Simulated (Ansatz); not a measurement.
# In15GaP16 (cell charge +1, with a compensating background) (cell with a defect): what the fields show

The calculation's input:

```
crystal:
  lattice:
    - [-5.9597880289, 5.9597880289, 5.9597880289]
    - [5.9597880289, -5.9597880289, 5.9597880289]
    - [5.9597880289, 5.9597880289, -5.9597880289]
  atoms:
    - { symbol: Ga, position: [0.5, 0.5, 0.0], spin: 0.2 }
    - { symbol: In, position: [0.5, 0.7482702915, 0.7527700129] }
    - { symbol: In, position: [0.5, 0.0, 0.5] }
    - { symbol: In, position: [0.7482702915, 0.2527700129, 0.0] }
    - { symbol: In, position: [0.5, 0.2527700129, 0.2482702915] }
    - { symbol: In, position: [0.7482702915, 0.5, 0.7527700129] }
    - { symbol: In, position: [0.7472299871, 0.7472299871, 0.4955002787] }
    - { symbol: In, position: [0.0, 0.0, 0.0] }
    - { symbol: In, position: [0.7472299871, -0.0044997213, 0.2472299871] }
    - { symbol: In, position: [0.0044997213, 0.2517297085, 0.7517297085] }
    - { symbol: In, position: [0.0, 0.5, 0.5] }
    - { symbol: In, position: [0.2527700129, 0.7482702915, 0.0] }
    - { symbol: In, position: [-0.0044997213, 0.7472299871, 0.2472299871] }
    - { symbol: In, position: [0.2517297085, 0.0044997213, 0.7517297085] }
    - { symbol: In, position: [0.2517297085, 0.2517297085, 0.5044997213] }
    - { symbol: In, position: [0.2527700129, 0.5, 0.2482702915] }
    - { symbol: P, position: [0.2639595989, 0.5, 0.0], spin: 0.2 }
    - { symbol: P, position: [0.2507894775, 0.7524341817, 0.7507894775] }
    - { symbol: P, position: [0.2475658183, -0.0016447042, 0.4983552958] }
    - { symbol: P, position: [0.5, 0.2639595989, 0.0], spin: 0.2 }
    - { symbol: P, position: [0.2507894775, 0.2507894775, 0.2524341817] }
    - { symbol: P, position: [0.5, 0.5, 0.7639595989], spin: 0.2 }
    - { symbol: P, position: [0.5, 0.7492105225, 0.5016447042] }
    - { symbol: P, position: [0.7492105225, 0.0016447042, 0.0] }
    - { symbol: P, position: [0.5, 0.0016447042, 0.2492105225] }
    - { symbol: P, position: [0.7524341817, 0.2507894775, 0.7507894775] }
    - { symbol: P, position: [0.7492105225, 0.5, 0.5016447042] }
    - { symbol: P, position: [0.0016447042, 0.7492105225, 0.0] }
    - { symbol: P, position: [0.7360404011, 0.7360404011, 0.2360404011], spin: 0.2 }
    - { symbol: P, position: [-0.0016447042, -0.0016447042, 0.7475658183] }
    - { symbol: P, position: [-0.0016447042, 0.2475658183, 0.4983552958] }
    - { symbol: P, position: [0.0016447042, 0.5, 0.2492105225] }
  host:
    lattice:
      - [0.0, 2.9798940145, 2.9798940145]
      - [2.9798940145, 0.0, 2.9798940145]
      - [2.9798940145, 2.9798940145, 0.0]
    atoms:
      - { symbol: In, position: [0.0, 0.0, 0.0] }
      - { symbol: P, position: [0.25, 0.25, 0.25] }
total_charge: 1
basis:
  ecutwfc: 420
  xc_grid: 2
kpoints:
  mp_grid: { grid: [4, 4, 4], shift: [0.5, 0.5, 0.5] }
hamiltonian:
  xc: pbe
scf:
  occupations: { method: gaussian, width: 0.02 }
output:
  forces: true
  stress: false
  eigenvalues: true
  populations: true
  charged_corrections:
    defect_position: [0.5, 0.5, 0.0]
    epsilon: [[15.0794, 0.0, 0.0], [0.0, 15.0794, 0.0], [0.0, 0.0, 15.0794]]
  write_density: true
  write_potential: true
  elf: true
  volumetric_format: npy
magnetization:
  spin_polarized: true
relax:
  adjacent_minimum: "off"
  f_tol: 0.025
  max_steps: 45
```

Run with:

```sh
ansatz run input.yaml --threads 4 --pin off --max-ram 8192MiB --backend cpu --events-out ev --progress --plain --runs-dir out
```

The fields are those of the relaxed geometry.

The program warned that a starting moment wasn't kept; spin-polarised, but the moments vanished.

The calculation used DFT PBE, scalar-relativistic, plane waves, PAW (Ansatz).

The density is the valence pseudo-density of a PAW calculation; it isn't the true density close to the nuclei.

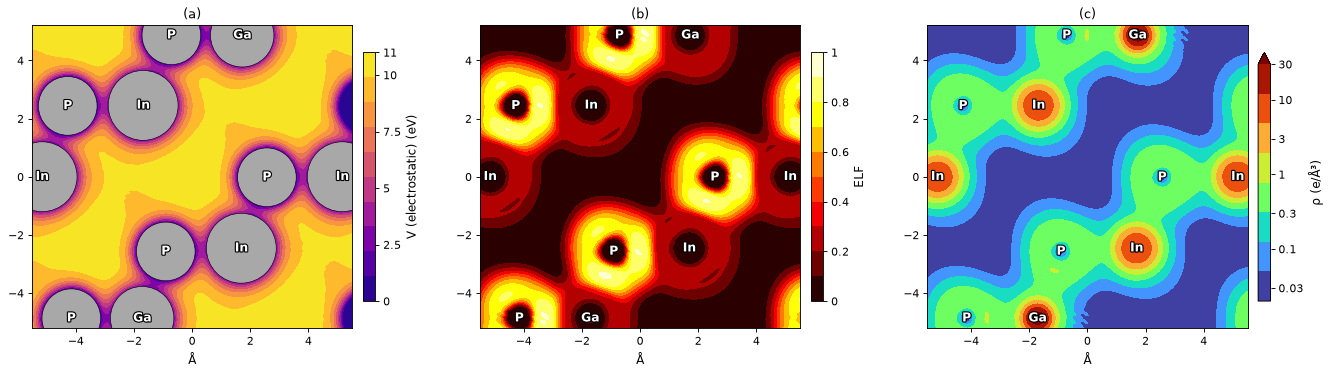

Figure 1. (a) electrostatic potential (local pseudopotential plus Hartree) felt by an electron; (b) electron localisation function; (c) valence pseudo-density on the (11̄0) plane of the calculation cell. Grey discs cover the atomic cores in the potential map.

What does the map show?

The section cuts through Ga, In and P sites.
Ga–P (2.44 Å): the density is about 0.46 e/Å³ at the midpoint; the ELF peaks at about 0.90 between the atoms.
In–P (2.60 Å): ρ is about 0.41 e/Å³ halfway; the ELF peaks at about 0.90 in the valence shell of P, 0.8 Å from its nucleus, and is about 0.55 at the midpoint.
The density dies away to nearly zero in the voids.
Outside the cores the potential energy rises away from the atoms and is highest about 2.5 Å from the nearest atoms; its zero is arbitrary.

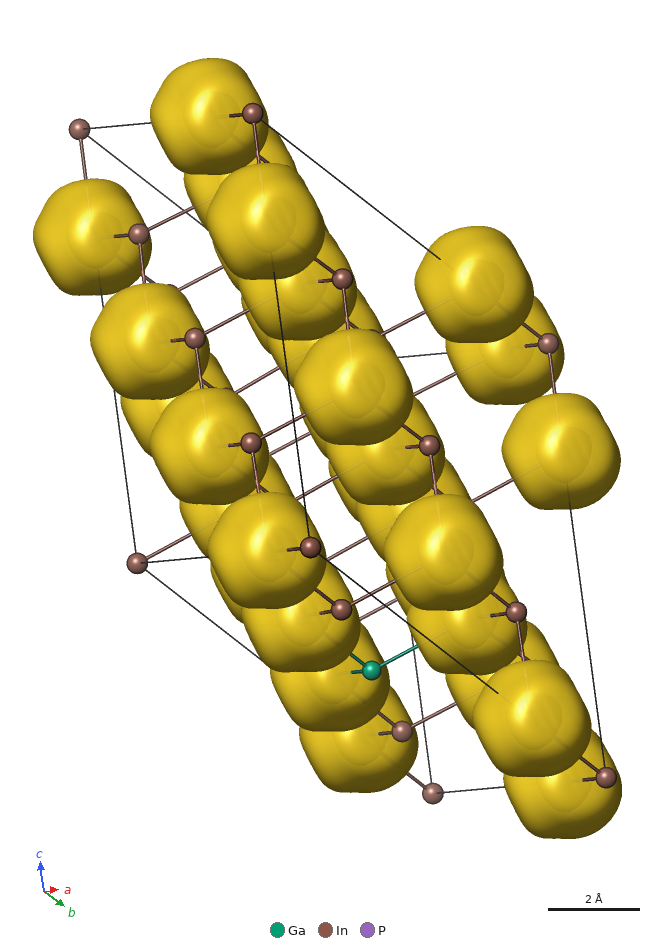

Figure 2. Isosurface of the electron localisation function at 0.65 (yellow), seen at an oblique angle. Only the valence region is drawn (cores and ρ < 0.01 e/Å³ removed). Sticks mark near contacts.

What do the ELF domains correspond to?

At this value the surface marks out 16 regions on P in which the atom's valence shell and bonds are merged, counted in one cell of 32 atoms. Regions shared between cells count once. Profiles from the grid: In–P (2.58 Å): the ELF peaks at about 0.90 in the valence shell of P, 0.9 Å from its nucleus, and is about 0.55 at the midpoint.

Metal or insulator at this level of theory?

It is metallic or semimetallic at this level of theory: no gap opens.
